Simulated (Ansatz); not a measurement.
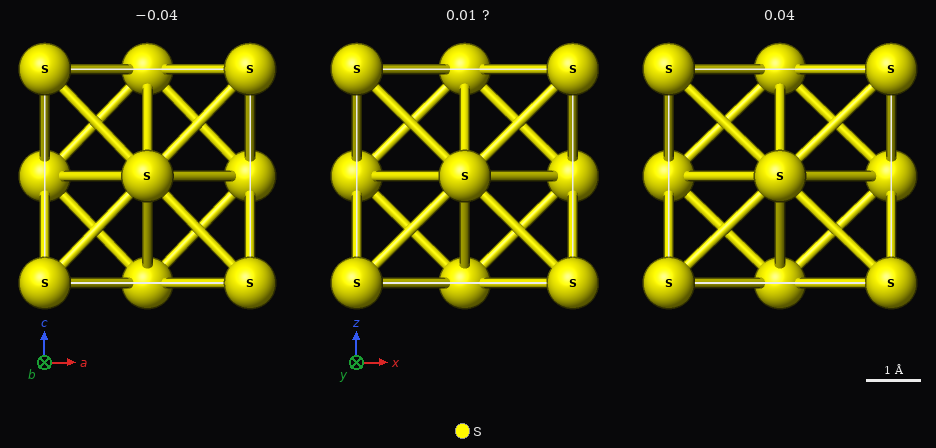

A crystal of S (Fm-3m): the cell is strained along x alone, with the atoms kept at their fractional coordinates. x, y and z are the Cartesian axes of the input. A ball-and-stick model of the conventional cell (4 times the calculation's cell), seen along the b axis. Lengths and directions refer to the drawn axes.

Method: Ansatz 0.2.0, DFT PBE+D3(BJ), scalar-relativistic, plane waves, PAW. Settings: plane-wave cutoff 420 eV; k-point mesh 20 × 20 × 20; occupations gaussian; smearing width 0.15 eV; no spin polarisation. Energies (free energies at the smearing named) are counted from the cell as listed in its source, which wasn't relaxed.

| strain | ΔE (meV/atom) |
| --- | --- |
| −0.040 | −14.0 |
| −0.030 | −10.8 |
| −0.020 | −7.4 |
| 0.000 | 0.0 |
| 0.010 | ? |
| 0.020 | 7.8 |
| 0.030 | 11.9 |
| 0.040 | 16.0 |

Q: Estimate the missing energy from the other rows, and compare with the calculation.

A: A straight line between the two neighbours gives 3.9 meV/atom. A cubic through the four nearest rows (−0.020, 0.000, 0.020, 0.030) gives, with Lagrange weights, (−0.0500)(−7.4) + (0.5000)(0.0) + (0.7500)(7.8) + (−0.2000)(11.9) = 3.8 meV/atom. The calculation gives 3.9 meV/atom, so the cubic is 0.1 meV/atom too low, while the straight line is right to the digits shown.

The whole profile:

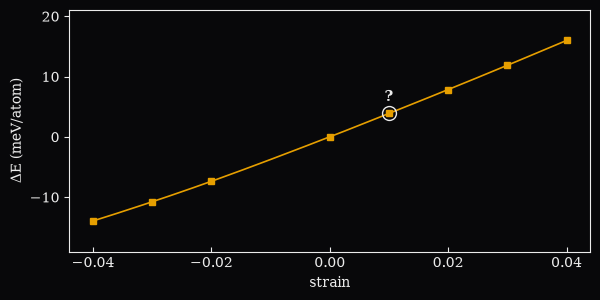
